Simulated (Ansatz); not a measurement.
## Run report: HfO2, single-point calculation

HfO2 (Fm-3m, 3 atoms in the cell), computed with DFT PBE, scalar-relativistic, plane waves, PAW, no spin polarisation (Ansatz 0.2.0).

The structure derives from an entry of the Crystallography Open Database.

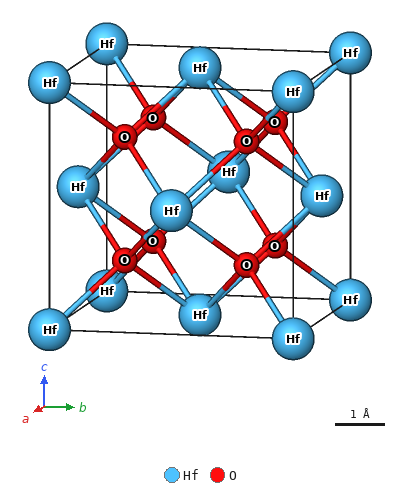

Fig. 1: The input geometry (ball-and-stick view of the cell 4 times as large as that of the calculation, set on its symmetry axes, seen slightly off an axis). An atom can appear more than once, as a periodic image.

## Summary

| quantity | value |
| --- | --- |
| outcome | converged |
| space group (tolerance 0.01 Å) | Fm-3m (225) |
| electrons treated | 38 |
| free energy | −16861.4074 eV |
| Fermi energy | 17.385 eV |
| gap on the k-point mesh | 3.72 eV |
| pressure | −2.46 GPa |
| largest force (length of the vector) | under 0.001 eV/Å |
| hardware | 1 thread of Intel Xeon @ 2.50GHz (Skylake/Cascade Lake), 189 GiB of memory available, shared host |
| wall time | 3.9 s |
| peak memory | 0.33 GiB |

## Notes

Spin–orbit coupling is left out, which matters for Hf.

## Input
```yaml
crystal:
  lattice:
    - [0.0, 2.5575, 2.5575]
    - [2.5575, 0.0, 2.5575]
    - [2.5575, 2.5575, 0.0]
  atoms:
    - { symbol: Hf, position: [0.0, 0.0, 0.0] }
    - { symbol: O, position: [0.25, 0.25, 0.25] }
    - { symbol: O, position: [0.75, 0.75, 0.75] }
basis:
  ecutwfc: 420
kpoints:
  mp_grid: { grid: [8, 8, 8] }
hamiltonian:
  xc: pbe
scf:
  occupations: { method: gaussian, width: 0.05 }
output:
  forces: true
  stress: true
  eigenvalues: true
  write_density: true
  write_potential: true
  elf: true
  volumetric_format: npy
```

Launch command:
```bash
ansatz run input.yaml --threads 1 --pin off --max-ram 2560MiB --backend cpu --events-out ev --progress --plain --runs-dir out
```

## Output
```
Engine: ansatz 0.2.0, x86_64-unknown-linux-gnu
Pseudopotentials: kind: paw
Pseudopotential: Hf, paw, valence charge 26, recommended cutoff 420 eV (normal), Hf.paw.azcp
Pseudopotential: O, paw, valence charge 6, recommended cutoff 420 eV (normal), O.paw.azcp
Functional definition: PBE
  parameter kappa = 0.804
  parameter beta = 0.06672455060314922
  exchange = pbe_x(kappa = kappa, mu = beta*pi^2/3)
  correlation = pbe_c(beta = beta)
Crystal: 3 atoms, lattice volume = 33.456 Å³
Basis set: ecut = 420 eV, 645 PW (Γ), exchange–correlation on 50×50×50 points (8 copies of the dense FFT grid, shifted against one another)
Bands: 23, of which v1, the nominal top of the filled ones, is band 19 counted from 1 (18 counted from 0)
Symmetry: 48 space group operations
Space group: Fm-3m (ITA 225), of the structure as read, at distance tolerance 3.2e-5 Å
k-points: 29 of 512
Non-local potential: Hf, projectors of the file, l = 0: 3, l = 1: 2, l = 2: 2, l = 3: 3
Non-local potential: O, projectors of the file, l = 0: 2, l = 1: 2, l = 2: 1
PAW form: soft (Blöchl's): semilocal exchange-correlation on the pseudo side does not see the compensation charge
PAW one-centre angular grid: Hf, 590 points (default); XC on 64 Gauss nodes
PAW one-centre angular grid: O, 110 points (default); XC on 64 Gauss nodes
Initial density: superposition of atomic densities (neutral atoms: chi_scale 0, normalization atom), corrected by the library's trained network
Initial wavefunctions: pseudopotential atomic-orbital guess
Functional: x = pbe(κ = 0.804, μ = 0.2195149727645171), c = pbe(β = 0.06672455060314922)
SCF iter   1: F=—  HF=-16861.406326 eV  |F-HF|=—  |Δ(HF+E_count)|=         —  Δρ=2.41e-3  dr2=1.40e-3  ethr=1.77e-3  ⟨swp⟩=4.5  Hψ=2425  notcnv=0
preconditioner: auto → none  [insulator: Δε(μ)=3.739 eV  Ē_g=18.148 eV  σ=0.050 eV  W_gap=1.00  n_scr=14 (ndim 8)  ℏωp=38.5 eV  f_vac=0.066  D(μ)=0.00/eV (n_scr^D=0)  ε∞_Penn≈5.5]
SCF iter   2: F=—  HF=-16861.407249 eV  |F-HF|=—  |Δ(HF+E_count)|=   9.24e-4  Δρ=1.83e-3  dr2=8.14e-4  ethr=3.69e-6  ⟨swp⟩=2.0  Hψ=1385  notcnv=0
SCF iter   3: F=—  HF=-16861.407139 eV  |F-HF|=—  |Δ(HF+E_count)|=   1.10e-4  Δρ=6.76e-4  dr2=5.74e-5  ethr=2.14e-6  ⟨swp⟩=2.0  Hψ=959  notcnv=0
SCF iter   4: F=—  HF=-16861.407421 eV  |F-HF|=—  |Δ(HF+E_count)|=   2.82e-4  Δρ=1.23e-4  dr2=4.31e-6  ethr=1.51e-7  ⟨swp⟩=2.0  Hψ=1188  notcnv=0
SCF iter   5: F=—  HF=-16861.407421 eV  |F-HF|=—  |Δ(HF+E_count)|=   8.21e-7  Δρ=5.53e-5  dr2=6.74e-7  ethr=1.13e-8  ⟨swp⟩=2.1  Hψ=861  notcnv=0
SCF iter   6: F=-16861.407420 eV  HF=-16861.407420 eV  |F-HF|=6.42e-8  |Δ(HF+E_count)|=   9.38e-8  Δρ=9.50e-6  dr2=1.60e-8  ethr=2.63e-10  ⟨swp⟩=6.2  Hψ=4699  notcnv=0
SCF 1 converged in 6 iterations: F = -16861.407420 eV  dr2 = 1.60e-8
  greatest PAW one-centre occupation: 0.999 electrons in one spin orbital (limit 2), on the Hf atom at site 0 (counted from 0), in its partial waves of l = 3
```

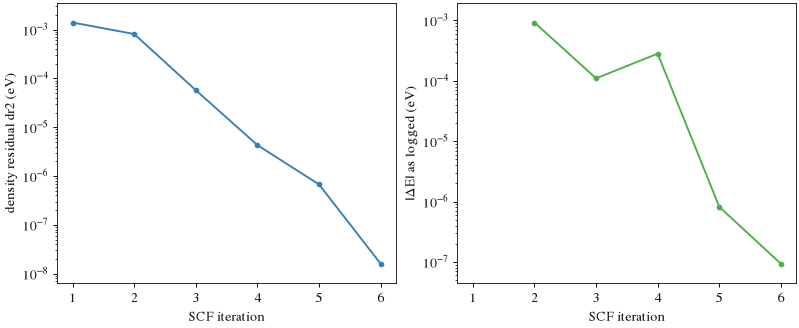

Fig. 2: Convergence of the self-consistent field: density residual dr2 and size of the energy change against the SCF iteration. The residual falls at every step.

```
SCF converged after 6 iterations
Free energy (F): -16861.407420 eV
Harris-Foulkes:  -16861.407420 eV  (|F-HF|=6.42e-8)
Internal energy: -16861.407420 eV  (E = F + TS)
E sigma→0 (E₀):  -16861.407420 eV
Fermi energy:    17.385029 eV
--- Per-component energies (eV) ---
  E_band       = 31.843009
  E_kinetic    = 769.827540
  E_local      = -5811.764051  (includes V_loc(G=0)·N_el)
  E_nonlocal   = -1147.597332
  E_hartree    = 2659.729603
  E_xc         = -447.325726
  E_vxc        = -454.251632  (∫ρ·V_xc dr)
  E_paw        = -7242.175251  (= ΣΔE_a)
  E_vpaw       = 1356.174065  (= ΣTr[D̂ρ^β])
  E_aug_tail   = 0.004955  (compensation charges beyond the density's cutoff)
  E_ewald      = -5642.107159
  E_smearing   = -0.000000  (= −TS)
  E_closure    = 0.000000  (closes the sum)
  Σ components = -16861.407420   (vs F -16861.407420, Δ=0.00e0)
--- Forces (eV/Å), atoms counted from 1 ---
  atom   1  Hf    -0.00000000     0.00000000    -0.00000000
  atom   2  O      0.00000000     0.00000000    -0.00000000
  atom   3  O      0.00000000    -0.00000000     0.00000000
  max |Σ_I F_I| component: 7.52e-18 eV/Å
--- Stress (GPa, compression-positive) ---
       -2.461352       0.000000       0.000000
       -0.000000      -2.461352      -0.000000
       -0.000000       0.000000      -2.461352
  P = ⅓ Tr σ = -2.4614 GPa (-24.614 kbar)
--- Band table (eV; the first three rows and the last of 29) ---
  k-point 0: bands = ["-45.6332", "-14.1577", "-14.1577", "-14.1577", "-3.0841", "-0.3481", "4.4653", "4.4653", "4.4653", "4.5266", "4.5266", "4.5266", "4.7215", "10.2960", "10.2960", "10.2960", "14.9189", "14.9189", "14.9189", "19.3477", "19.3477", "21.1024", "25.6338"]
  k-point 1: bands = ["-45.6314", "-14.2184", "-14.1644", "-14.1644", "-2.8908", "-0.4820", "4.4682", "4.4682", "4.4690", "4.5215", "4.5215", "4.5267", "4.6799", "10.4446", "10.4446", "10.7044", "14.4601", "14.6440", "14.6440", "19.6196", "19.6196", "21.7147", "24.9729"]
  k-point 2: bands = ["-45.6271", "-14.3600", "-14.1804", "-14.1804", "-2.4298", "-0.7620", "4.4740", "4.4740", "4.4805", "4.5115", "4.5115", "4.5271", "4.6050", "10.8099", "10.8099", "11.6508", "13.5537", "14.1357", "14.1357", "20.0281", "20.0281", "22.3825", "24.4685"]
  k-point 28: bands = ["-45.6170", "-14.4236", "-14.4236", "-14.2713", "-1.2475", "-1.2475", "4.4913", "4.4919", "4.4943", "4.4979", "4.4979", "4.5171", "4.5171", "10.3371", "10.5523", "12.9923", "12.9923", "14.1269", "15.3236", "20.2409", "20.5642", "22.3828", "22.3828"]
```

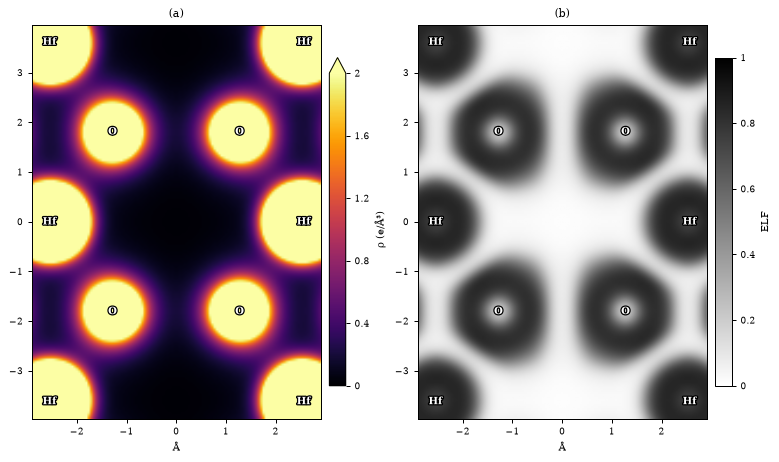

Fig. 3: (a) valence pseudo-density; (b) ELF on the (011) plane of the conventional cell. Atoms in the plane: Hf and O. Hf–O (2.21 Å): ρ is about 0.55 e/Å³ halfway; the ELF peaks at about 0.85 in the valence shell of O, 0.6 Å from its nucleus, and drops to about 0.15 between the two atoms. Away from the nuclei the density in this plane falls to 0.02 e/Å³ at its lowest. The strong features right at Hf lie inside the PAW spheres (semicore, d or f shells) and say nothing about bonding. The fields are those of the smooth PAW valence density.

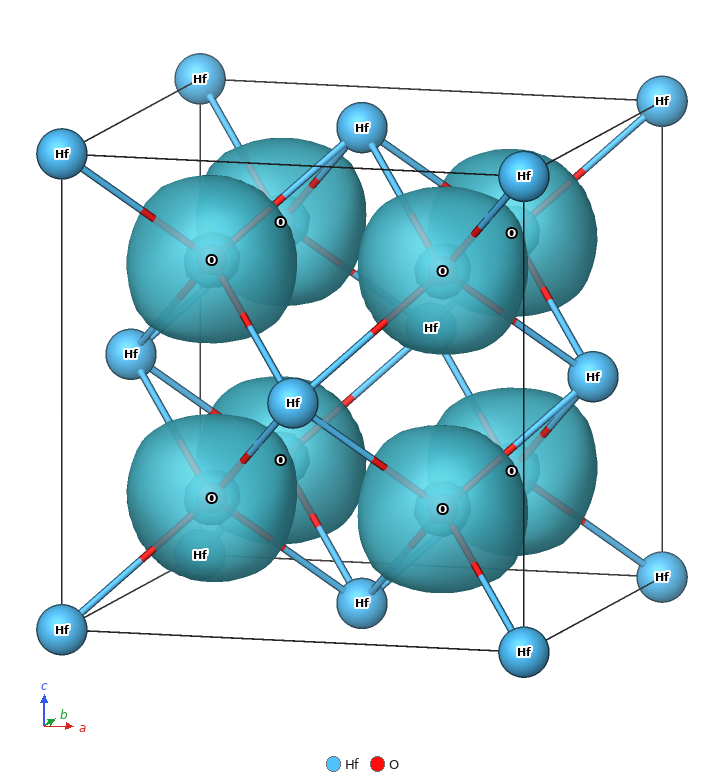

Fig. 4: Isosurface of the ELF at 0.6 (cyan), seen slightly off an axis. Core shells and regions of very low density are left out. Sticks mark near contacts. The outline is the cell set on symmetry axes. Profiles from the grid: Hf–O (2.21 Å): the ELF peaks at about 0.85 in the valence shell of O, 0.6 Å from its nucleus, and drops to about 0.15 between the two atoms.
